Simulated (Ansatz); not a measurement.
# Electron scattering at the Σ3 (112) boundary in fcc Rh with H (interstitial)

Aim: the relaxed structure and the specific resistance of the Σ3 (112) boundary in fcc Rh with H (interstitial).

Main program and level: Ansatz 0.2.0; Ansatz plane-wave DFT, PBE, PAW files; relaxation of a bicrystal slab with its lowest layers held; PAW set soft_1, in the first sound run; inputs show where later runs differ.

### 1. The starting structure

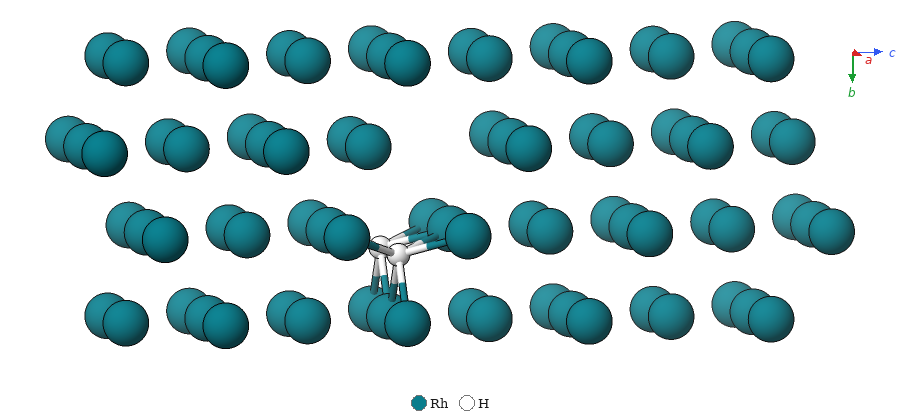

The cell as given, from the side, with the c axis across the page (rhodium blue, hydrogen white). 2×1×1 cells are drawn. Bonds to atoms that aren't drawn are left out. Some periodic images of atoms are drawn too.

The cell holds 25 atoms: 24 Rh and 1 H. Cell: a = 2.689 Å, b = 6.587 Å, c = 29.631 Å, α = 90.0°, β = 90.0°, γ = 90.0°. It derives from Rh. built on the (1 1 2) plane; 2 overlapping atoms removed and the grains opened by 0 Å. Vacuum lies along c.

### 2. Relaxing the bicrystal

The boundary is built by mirroring the lower grain in the boundary plane and removing any atoms that overlap; then the H is put in at the boundary. A thin bicrystal slab is relaxed first, with the lowest layers held and the upper grain free to shift and open.

File input.yaml:

```yaml
crystal:
  lattice:
    - [2.6891977995, 0.0, 0.0]
    - [0.0, 6.5871624263, 0.0]
    - [0.0, 0.0, 29.6313088808]
  atoms:
    - { symbol: Rh, position: [0.9999999998, 0.3333333334, 0.1687404367] }
    - { symbol: Rh, position: [0.4999999998, 0.0, 0.19493923] }
    - { symbol: Rh, position: [0.9999999999, 0.6666666667, 0.2211380233] }
    - { symbol: Rh, position: [0.4999999999, 0.3333333334, 0.2473368166] }
    - { symbol: Rh, position: [0.9999999999, 0.0, 0.2735356099] }
    - { symbol: Rh, position: [0.4999999999, 0.6666666667, 0.2997344032] }
    - { symbol: Rh, position: [0.9999999999, 0.3333333334, 0.3259331965] }
    - { symbol: Rh, position: [0.4999999999, 0.0, 0.3521319898] }
    - { symbol: Rh, position: [1.0, 0.6666666667, 0.3783307831] }
    - { symbol: Rh, position: [0.5, 0.3333333333, 0.4045295764] }
    - { symbol: Rh, position: [0.0, 0.0, 0.4307283697] }
    - { symbol: H, position: [0.5, 0.75, 0.4307283697] }
    - { symbol: Rh, position: [1.0, 0.6666666667, 0.4831259563] }
    - { symbol: Rh, position: [0.4999999999, 0.0, 0.5093247496] }
    - { symbol: Rh, position: [0.9999999999, 0.3333333334, 0.5355235429] }
    - { symbol: Rh, position: [0.4999999999, 0.6666666667, 0.5617223362] }
    - { symbol: Rh, position: [0.9999999999, 0.0, 0.5879211295] }
    - { symbol: Rh, position: [0.4999999999, 0.3333333334, 0.6141199229] }
    - { symbol: Rh, position: [0.9999999999, 0.6666666667, 0.6403187162] }
    - { symbol: Rh, position: [0.4999999998, 0.0, 0.6665175095] }
    - { symbol: Rh, position: [0.9999999998, 0.3333333334, 0.6927163028] }
    - { symbol: Rh, position: [0.4999999998, 0.6666666667, 0.7189150961] }
    - { symbol: Rh, position: [0.9999999998, 1.0e-10, 0.7451138894] }
    - { symbol: Rh, position: [0.4999999998, 0.3333333334, 0.7713126827] }
    - { symbol: Rh, position: [0.9999999997, 0.6666666667, 0.797511476] }
kpoints:
  mp_grid: { grid: [9, 4, 1] }
hamiltonian:
  xc: pbe
  pseudopotentials: { kind: paw, azcp: { folder: soft_1 } }
scf:
  occupations: { method: fermi_dirac, width: 0.1 }
relax:
  f_tol: 0.03
  max_steps: 80
  constraints: [{ sites: [0, 1, 2, 3] }]
```

The run is started by

```bash
$ ansatz run input.yaml --threads 4 --pin off --max-ram 15360MiB --backend cpu --events-out ev --progress --plain --runs-dir out
```

Numbers of over 12 decimals in the logs are rounded to 6 here.

Log:

```text
Engine: ansatz 0.2.0, aarch64-unknown-linux-gnu
Pseudopotentials: kind: paw
Pseudopotential: Rh, paw, valence charge 17, recommended cutoff 420 eV (normal), soft_1/Rh.paw.azcp
Pseudopotential: H, paw, valence charge 1, recommended cutoff 420 eV (normal), soft_1/H.paw.azcp
Functional definition: PBE
  parameter kappa = 0.804
  parameter beta = 0.066725
  exchange = pbe_x(kappa = kappa, mu = beta*pi^2/3)
  correlation = pbe_c(beta = beta)
Crystal: 25 atoms, lattice volume = 524.894 Å³
Basis set: ecut = 420 eV, 10321 PW (Γ), exchange–correlation on 36×90×400 points (8 copies of the dense FFT grid, shifted against one another)
Bands: 246, of which v1, the nominal top of the filled ones, is band 205 counted from 1 (204 counted from 0)
Symmetry: 2 space group operations
Space group: Pm (ITA 6), of the structure as read, at distance tolerance 8.1e-5 Å
k-points: 15 of 36 (time reversal used)
Non-local potential: Rh, projectors of the file, l = 0: 3, l = 1: 2, l = 2: 2, l = 3: 1
Non-local potential: H, projectors of the file, l = 0: 2, l = 1: 1
PAW form: soft (Blöchl's): semilocal exchange-correlation on the pseudo side does not see the compensation charge
PAW one-centre angular grid: Rh, 590 points (default); XC on 64 Gauss nodes
PAW one-centre angular grid: H, 110 points (default); XC on 64 Gauss nodes
Initial density: superposition of atomic densities (neutral atoms: chi_scale 0, normalization atom)
Initial wavefunctions: pseudopotential atomic-orbital guess
Functional: x = pbe(κ = 0.804, μ = 0.219515), c = pbe(β = 0.066725)
SCF iter   1: F=—  HF=-153690.309863 eV  |F-HF|=—  |Δ(HF+E_count)|=         —  Δρ=8.25e-2  dr2=4.76e1  ethr=3.10e-3  ⟨swp⟩=6.0  Hψ=12563  notcnv=0  defer=73
preconditioner: auto → LDOS  [metal: Δε(μ)=0.009 eV  Ē_g=5.796 eV  σ=0.100 eV  W_gap=0.02  n_scr=154 (ndim 8)  ℏωp=23.9 eV  f_vac=0.307  D(μ)=34.74/eV (n_scr^D=396)  β→1.0]
SCF iter   2: F=—  HF=-153695.999950 eV  |F-HF|=—  |Δ(HF+E_count)|=    5.69e0  Δρ=1.02e-1  dr2=5.48e1  ethr=3.10e-3  ⟨swp⟩=3.0  Hψ=9873  notcnv=0  defer=132
SCF iter   3: F=—  HF=-153679.921699 eV  |F-HF|=—  |Δ(HF+E_count)|=    1.61e1  Δρ=1.68e-2  dr2=1.18e0  ethr=3.10e-3  ⟨swp⟩=2.0  Hψ=7706  notcnv=0  defer=176
SCF iter   4: F=—  HF=-153679.555340 eV  |F-HF|=—  |Δ(HF+E_count)|=   3.66e-1  Δρ=3.24e-3  dr2=1.18e-1  ethr=2.87e-4  ⟨swp⟩=3.4  Hψ=9456  notcnv=0  defer=163
SCF iter   5: F=—  HF=-153679.536218 eV  |F-HF|=—  |Δ(HF+E_count)|=   1.91e-2  Δρ=1.16e-3  dr2=1.56e-2  ethr=2.88e-5  ⟨swp⟩=2.2  Hψ=5687  notcnv=0  defer=151
SCF iter   6: F=—  HF=-153679.534148 eV  |F-HF|=—  |Δ(HF+E_count)|=   2.07e-3  Δρ=4.15e-4  dr2=2.59e-3  ethr=3.82e-6  ⟨swp⟩=2.5  Hψ=6683  notcnv=0  defer=151
SCF iter   7: F=—  HF=-153679.533931 eV  |F-HF|=—  |Δ(HF+E_count)|=   2.17e-4  Δρ=2.26e-4  dr2=3.60e-4  ethr=6.34e-7  ⟨swp⟩=2.5  Hψ=5429  notcnv=0  defer=151
SCF iter   8: F=—  HF=-153679.533876 eV  |F-HF|=—  |Δ(HF+E_count)|=   5.52e-5  Δρ=7.82e-5  dr2=6.67e-5  ethr=8.80e-8  ⟨swp⟩=2.3  Hψ=5833  notcnv=0  defer=151
SCF iter   9: F=-153679.533876 eV  HF=-153679.533884 eV  |F-HF|=8.15e-6  |Δ(HF+E_count)|=   8.57e-6  Δρ=3.17e-5  dr2=1.04e-5  ethr=5.50e-9  ⟨swp⟩=4.6  Hψ=12240  notcnv=0
SCF 1 converged in 9 iterations: F = -153679.533876 eV  dr2 = 1.04e-5
  greatest PAW one-centre occupation: 1.000 electrons in one spin orbital (limit 2), on the Rh atom at site 15 (counted from 0), in its partial waves of l = 0
relax step   1: F+E_penalty+E_count = -153679.53387626 eV  Δ(F+E_penalty+E_count) = +0.000e0 eV  max|allowed force component| = 8.273e-1 eV/Å  Δτ_max = 0.0000 Å  (9 SCF iters, dr2 threshold 2.25e-5 eV, accepted)
Initial density: handed on by an earlier stage of this run
Initial wavefunctions: those handed on with the density
iter 1 solved again at ethr=1.25e-3 eV; its pass at ethr=3.10e-3 eV (dr2=5.12e0 eV) is discarded
SCF iter   1: F=—  HF=-153679.999616 eV  |F-HF|=—  |Δ(HF+E_count)|=         —  Δρ=1.22e-2  dr2=5.14e0  ethr=1.25e-3  ⟨swp⟩=1.1  Hψ=12079  notcnv=0  defer=144
preconditioner: auto → LDOS  [metal: Δε(μ)=0.006 eV  Ē_g=5.599 eV  σ=0.100 eV  W_gap=0.01  n_scr=154 (ndim 8)  ℏωp=23.9 eV  f_vac=0.310  D(μ)=38.12/eV (n_scr^D=430)  β→1.0]
SCF iter   2: F=—  HF=-153679.937366 eV  |F-HF|=—  |Δ(HF+E_count)|=   6.22e-2  Δρ=4.51e-3  dr2=1.21e-1  ethr=1.25e-3  ⟨swp⟩=2.0  Hψ=3724  notcnv=0  defer=144
SCF iter   3: F=—  HF=-153679.919497 eV  |F-HF|=—  |Δ(HF+E_count)|=   1.79e-2  Δρ=2.63e-3  dr2=6.11e-2  ethr=2.95e-5  ⟨swp⟩=3.0  Hψ=8321  notcnv=0  defer=147
SCF iter   4: F=—  HF=-153679.906594 eV  |F-HF|=—  |Δ(HF+E_count)|=   1.29e-2  Δρ=5.06e-4  dr2=3.57e-3  ethr=1.49e-5  ⟨swp⟩=2.1  Hψ=5587  notcnv=0  defer=147
SCF iter   5: F=—  HF=-153679.904371 eV  |F-HF|=—  |Δ(HF+E_count)|=   2.22e-3  Δρ=1.86e-4  dr2=4.86e-4  ethr=8.74e-7  ⟨swp⟩=2.8  Hψ=6036  notcnv=0  defer=148
SCF iter   6: F=—  HF=-153679.904384 eV  |F-HF|=—  |Δ(HF+E_count)|=   1.31e-5  Δρ=6.59e-5  dr2=5.64e-5  ethr=1.19e-7  ⟨swp⟩=1.7  Hψ=4845  notcnv=0  defer=148
SCF iter   7: F=-153679.904386 eV  HF=-153679.904389 eV  |F-HF|=2.98e-6  |Δ(HF+E_count)|=   4.84e-6  Δρ=1.88e-5  dr2=4.16e-6  ethr=1.05e-8  ⟨swp⟩=4.0  Hψ=10213  notcnv=0
SCF 2 converged in 7 iterations: F = -153679.904386 eV  dr2 = 4.16e-6
  greatest PAW one-centre occupation: 1.000 electrons in one spin orbital (limit 2), on the Rh atom at site 21 (counted from 0), in its partial waves of l = 0
relax step   2: F+E_penalty+E_count = -153679.90438604 eV  Δ(F+E_penalty+E_count) = -3.705e-1 eV  max|allowed force component| = 3.819e-1 eV/Å  Δτ_max = 0.1946 Å  (7 SCF iters, dr2 threshold 4.28e-5 eV, accepted)
iter 1 solved again at ethr=1.91e-3 eV; its pass at ethr=3.10e-3 eV (dr2=7.82e0 eV) is discarded
SCF iter   1: F=—  HF=-153680.261222 eV  |F-HF|=—  |Δ(HF+E_count)|=         —  Δρ=1.51e-2  dr2=7.81e0  ethr=1.91e-3  ⟨swp⟩=1.1  Hψ=12376  notcnv=0  defer=129
preconditioner: auto → LDOS  [metal: Δε(μ)=0.018 eV  Ē_g=5.622 eV  σ=0.100 eV  W_gap=0.04  n_scr=154 (ndim 8)  ℏωp=23.9 eV  f_vac=0.313  D(μ)=37.65/eV (n_scr^D=424)  β→1.0]
SCF iter   2: F=—  HF=-153680.168043 eV  |F-HF|=—  |Δ(HF+E_count)|=   9.32e-2  Δρ=5.68e-3  dr2=2.11e-1  ethr=1.91e-3  ⟨swp⟩=2.0  Hψ=3797  notcnv=0  defer=130
SCF iter   3: F=—  HF=-153680.130349 eV  |F-HF|=—  |Δ(HF+E_count)|=   3.77e-2  Δρ=3.81e-3  dr2=1.25e-1  ethr=5.15e-5  ⟨swp⟩=3.0  Hψ=8667  notcnv=0  defer=140
SCF iter   4: F=—  HF=-153680.104617 eV  |F-HF|=—  |Δ(HF+E_count)|=   2.57e-2  Δρ=6.20e-4  dr2=4.19e-3  ethr=3.06e-5  ⟨swp⟩=2.1  Hψ=5514  notcnv=0  defer=140
SCF iter   5: F=—  HF=-153680.101997 eV  |F-HF|=—  |Δ(HF+E_count)|=   2.62e-3  Δρ=2.02e-4  dr2=5.42e-4  ethr=1.02e-6  ⟨swp⟩=3.0  Hψ=7071  notcnv=0  defer=151
SCF iter   6: F=—  HF=-153680.102039 eV  |F-HF|=—  |Δ(HF+E_count)|=   4.18e-5  Δρ=8.37e-5  dr2=8.78e-5  ethr=1.32e-7  ⟨swp⟩=1.4  Hψ=3859  notcnv=0  defer=151
SCF iter   7: F=-153680.102048 eV  HF=-153680.102050 eV  |F-HF|=2.45e-6  |Δ(HF+E_count)|=   1.12e-5  Δρ=2.09e-5  dr2=3.92e-6  ethr=2.23e-9  ⟨swp⟩=3.7  Hψ=14821  notcnv=0
SCF 3 converged in 7 iterations: F = -153680.102048 eV  dr2 = 3.92e-6
relax step   3: F+E_penalty+E_count = -153680.10204776 eV  Δ(F+E_penalty+E_count) = -1.977e-1 eV  max|allowed force component| = 5.044e-1 eV/Å  Δτ_max = 0.1932 Å  (7 SCF iters, dr2 threshold 9.12e-6 eV, accepted)
[... from here on, the SCF cycles and remarks between the steps are left out ...]
relax step   4: F+E_penalty+E_count = -153680.22040247 eV  Δ(F+E_penalty+E_count) = -1.184e-1 eV  max|allowed force component| = 3.668e-1 eV/Å  Δτ_max = 0.1902 Å  (7 SCF iters, dr2 threshold 5.42e-5 eV, accepted)
relax step   5: F+E_penalty+E_count = -153680.31630543 eV  Δ(F+E_penalty+E_count) = -9.590e-2 eV  max|allowed force component| = 1.662e-1 eV/Å  Δτ_max = 0.1948 Å  (7 SCF iters, dr2 threshold 7.11e-5 eV, accepted)
relax step   6: F+E_penalty+E_count = -153680.37443258 eV  Δ(F+E_penalty+E_count) = -5.813e-2 eV  max|allowed force component| = 1.918e-1 eV/Å  Δτ_max = 0.1935 Å  (7 SCF iters, dr2 threshold 5.67e-6 eV, accepted)
relax step   7: F+E_penalty+E_count = -153680.42210418 eV  Δ(F+E_penalty+E_count) = -4.767e-2 eV  max|allowed force component| = 1.175e-1 eV/Å  Δτ_max = 0.1936 Å  (7 SCF iters, dr2 threshold 7.55e-6 eV, accepted)
relax step   8: F+E_penalty+E_count = -153680.46681313 eV  Δ(F+E_penalty+E_count) = -4.471e-2 eV  max|allowed force component| = 9.407e-2 eV/Å  Δτ_max = 0.1945 Å  (8 SCF iters, dr2 threshold 5.18e-6 eV, accepted)
relax step   9: F+E_penalty+E_count = -153680.49727011 eV  Δ(F+E_penalty+E_count) = -3.046e-2 eV  max|allowed force component| = 1.105e-1 eV/Å  Δτ_max = 0.1957 Å  (8 SCF iters, dr2 threshold 3.32e-6 eV, accepted)
relax step  10: F+E_penalty+E_count = -153680.50462574 eV  Δ(F+E_penalty+E_count) = -7.356e-3 eV  max|allowed force component| = 5.717e-2 eV/Å  Δτ_max = 0.1566 Å  (7 SCF iters, dr2 threshold 7.83e-6 eV, accepted)
relax step  11: F+E_penalty+E_count = -153680.50579590 eV  Δ(F+E_penalty+E_count) = -1.170e-3 eV  max|allowed force component| = 4.201e-2 eV/Å  Δτ_max = 0.0230 Å  (8 SCF iters, accepted)
SCF iter   1: F=—  HF=-153680.509373 eV  |F-HF|=—  |Δ(HF+E_count)|=         —  Δρ=1.25e-3  dr2=6.76e-3  ethr=1.68e-5  ⟨swp⟩=3.5  Hψ=7088  notcnv=0  defer=165
preconditioner: auto → LDOS  [metal: Δε(μ)=0.007 eV  Ē_g=5.698 eV  σ=0.100 eV  W_gap=0.02  n_scr=154 (ndim 8)  ℏωp=23.9 eV  f_vac=0.322  D(μ)=36.93/eV (n_scr^D=408)  β→1.0]
SCF iter   2: F=—  HF=-153680.508563 eV  |F-HF|=—  |Δ(HF+E_count)|=   8.10e-4  Δρ=4.81e-4  dr2=1.09e-3  ethr=1.65e-6  ⟨swp⟩=3.0  Hψ=7913  notcnv=0  defer=165
SCF iter   3: F=—  HF=-153680.508200 eV  |F-HF|=—  |Δ(HF+E_count)|=   3.63e-4  Δρ=1.46e-4  dr2=1.26e-4  ethr=2.67e-7  ⟨swp⟩=2.4  Hψ=6708  notcnv=0  defer=165
SCF iter   4: F=—  HF=-153680.508144 eV  |F-HF|=—  |Δ(HF+E_count)|=   5.61e-5  Δρ=4.27e-5  dr2=1.91e-5  ethr=3.09e-8  ⟨swp⟩=3.4  Hψ=7646  notcnv=0  defer=165
SCF iter   5: F=—  HF=-153680.506286 eV  |F-HF|=—  |Δ(HF+E_count)|=   1.86e-3  Δρ=1.04e-5  dr2=1.46e-6  ethr=4.68e-9  ⟨swp⟩=2.2  Hψ=5331  notcnv=0  defer=165
SCF iter   6: F=—  HF=-153680.506286 eV  |F-HF|=—  |Δ(HF+E_count)|=   1.82e-7  Δρ=4.15e-6  dr2=2.13e-7  ethr=3.57e-10  ⟨swp⟩=2.1  Hψ=5236  notcnv=0  defer=165
SCF iter   7: F=-153680.506286 eV  HF=-153680.506286 eV  |F-HF|=2.19e-8  |Δ(HF+E_count)|=   5.79e-9  Δρ=1.29e-6  dr2=2.82e-8  ethr=2.44e-11  ⟨swp⟩=4.4  Hψ=11876  notcnv=0
SCF 12 converged in 7 iterations: F = -153680.506286 eV  dr2 = 2.82e-8
relax step  12: F+E_penalty+E_count = -153680.50628572 eV  Δ(F+E_penalty+E_count) = -4.898e-4 eV  max|allowed force component| = 1.583e-2 eV/Å  Δτ_max = 0.0167 Å  (7 SCF iters, accepted)
SCF converged after 7 iterations
Free energy (F): -153680.506286 eV
Harris-Foulkes:  -153680.506286 eV  (|F-HF|=2.19e-8)
Internal energy: -153679.276433 eV  (E = F + TS)
E sigma→0 (E₀):  -153679.891360 eV
Entropy (-TS):   -1.229852 eV (-49.194 meV/atom)
Fermi energy:    12.309251 eV
--- Per-component energies (eV) ---
  E_band       = -6074.681551
  E_kinetic    = 12895.322881
  E_local      = -555651.894772  (includes V_loc(G=0)·N_el)
  E_nonlocal   = 7168.154327
  E_hartree    = 271263.825372
  E_xc         = -4841.919111
  E_vxc        = -6075.139809  (∫ρ·V_xc dr)
  E_paw        = -86483.067587  (= ΣΔE_a)
  E_vpaw       = -6938.783879  (= ΣTr[D̂ρ^β])
  E_aug_tail   = 0.001251  (compensation charges beyond the density's cutoff)
  E_ewald      = 201970.301205
  E_smearing   = -1.229852  (= −TS)
  E_closure    = 0.000000  (closes the sum)
  Σ components = -153680.506286   (vs F -153680.506286, Δ=0.00e0)
--- Forces (eV/Å), atoms counted from 1 ---
  atom   1  Rh     0.00000000    -0.17786315     0.56374653
  atom   2  Rh     0.00000000     0.15181486     0.10264376
  atom   3  Rh    -0.00000000     0.07125590    -0.33798409
  atom   4  Rh    -0.00000000    -0.05208956    -0.33385121
  atom   5  Rh    -0.00000000     0.00274668    -0.00056159
  atom   6  Rh    -0.00000000     0.00537982    -0.00019013
  atom   7  Rh     0.00000000     0.00051101     0.00140158
  atom   8  Rh    -0.00000000     0.00013611     0.00451342
  atom   9  Rh     0.00000000    -0.00335559     0.01583072
  atom  10  Rh     0.00000000     0.00191816    -0.00008610
  atom  11  Rh     0.00000000     0.00455683     0.00158666
  atom  12  H      0.00000000    -0.00469353    -0.00378389
  atom  13  Rh     0.00000000     0.00069234    -0.01084124
  atom  14  Rh     0.00000000     0.00129774     0.00243391
  atom  15  Rh     0.00000000    -0.00086834    -0.00242070
  atom  16  Rh    -0.00000000     0.00043574    -0.00180855
  atom  17  Rh     0.00000000     0.00281049    -0.00122684
  atom  18  Rh     0.00000000    -0.00045937     0.00347475
  atom  19  Rh    -0.00000000    -0.00025568     0.00373424
  atom  20  Rh    -0.00000000     0.00139556     0.00008998
  atom  21  Rh     0.00000000    -0.00189981     0.00002517
  atom  22  Rh    -0.00000000    -0.00231148    -0.00029870
  atom  23  Rh    -0.00000000    -0.00249699    -0.00098219
  atom  24  Rh    -0.00000000     0.00153413    -0.00547872
  atom  25  Rh    -0.00000000    -0.00011359     0.00002476
  max |Σ_I F_I| component: 7.83e-5 eV/Å
--- Relaxed structure (12 steps of the walk, 12 accepted, 0 SCFs on fresh bases) ---
  F+E_penalty+E_count = -153680.50628572 eV   max|allowed force component| = 1.583e-2 eV/Å
  atoms:
    - { symbol: Rh, position: [1.0, 0.333333, 0.168740] }
    - { symbol: Rh, position: [0.5, 0.0, 0.194939] }
    - { symbol: Rh, position: [1.0, 0.6666666667, 0.221138] }
    - { symbol: Rh, position: [0.5, 0.333333, 0.247337] }
    - { symbol: Rh, position: [1.0, -0.00421295, 0.273481] }
    - { symbol: Rh, position: [0.5, 0.664899, 0.300100] }
    - { symbol: Rh, position: [1.0, 0.332800, 0.325366] }
    - { symbol: Rh, position: [0.5, -0.00145097, 0.352887] }
    - { symbol: Rh, position: [1.0, 0.666917, 0.381007] }
    - { symbol: Rh, position: [0.5, 0.323723, 0.404746] }
    - { symbol: Rh, position: [-2.022052152857743e-17, 0.00392122, 0.432350] }
    - { symbol: H, position: [0.5, 0.615548, 0.425546] }
    - { symbol: Rh, position: [1.0, 0.512324, 0.470269] }
    - { symbol: Rh, position: [0.5, -0.157784, 0.499275] }
    - { symbol: Rh, position: [1.0, 0.176116, 0.520183] }
    - { symbol: Rh, position: [0.5, 0.507652, 0.548652] }
    - { symbol: Rh, position: [1.0, -0.157349, 0.577425] }
    - { symbol: Rh, position: [0.5, 0.176790, 0.601142] }
    - { symbol: Rh, position: [1.0, 0.509310, 0.628893] }
    - { symbol: Rh, position: [0.5, -0.158113, 0.656188] }
    - { symbol: Rh, position: [1.0, 0.174183, 0.679893] }
    - { symbol: Rh, position: [0.5, 0.510668, 0.707281] }
    - { symbol: Rh, position: [1.0, -0.155020, 0.736625] }
    - { symbol: Rh, position: [0.5, 0.176271, 0.758278] }
    - { symbol: Rh, position: [1.0, 0.502852, 0.783471] }
```

The job ended after 13 min (4 threads of Arm Neoverse V1, shared host; peak memory 3.1 GiB).

(Part 1 of 2 ends here.)

[Logs are printed without paths, hosts, clocks, repeated set-up lines and the standing remarks that a program may print on its own settings, such as how far it seeks lower states.]

[Hosts, paths, dates, database ids (printed as entryN), source tags and the programs' standing remarks are cut or masked in the printed files.]
